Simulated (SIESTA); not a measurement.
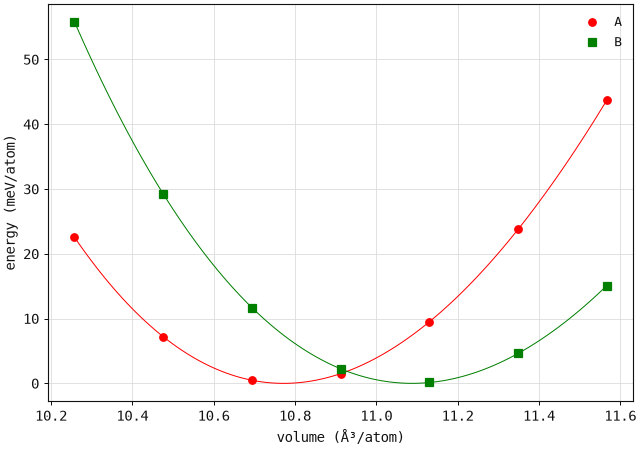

The figure compares two calculations of the energy against volume, each curve from its own zero. The first is for HfO₂, space group P4_2/nmc (No. 137).

The cell holds 6 atoms.

How it was computed, with SIESTA 5.4.2: DFT in numerical atomic orbitals with pseudopotentials, no spin polarisation; energies at scaled volumes of the given cell, shape and fractions fixed, counted from the fit's minimum, third-order Birch-Murnaghan fit. Level: LDA.

k mesh 6×6×4; occupations Fermi–Dirac; smearing width 0.05 eV; potentials PseudoDojo 0.4 standard, converted to PSML, two zetas on semicore shells; program settings basis DZP, mesh cutoff 800 Ry.

In the second, the level changes from LDA to PBEsol.

### Which of A and B is the second calculation, and what did the change do?

B. The equilibrium volume rises from 10.77 to 11.09 Å³/atom (+3.0 %) and the bulk modulus falls from 270 to 252 GPa (−6.7 %).

For both, limits of the calculation: mulliken charges of long orbitals; short basis over semicore shells; shape and atomic fractions are frozen while scaling, which makes layered, chain and framework solids too stiff.

V0 and the bulk modulus come from third-order Birch–Murnaghan fits.
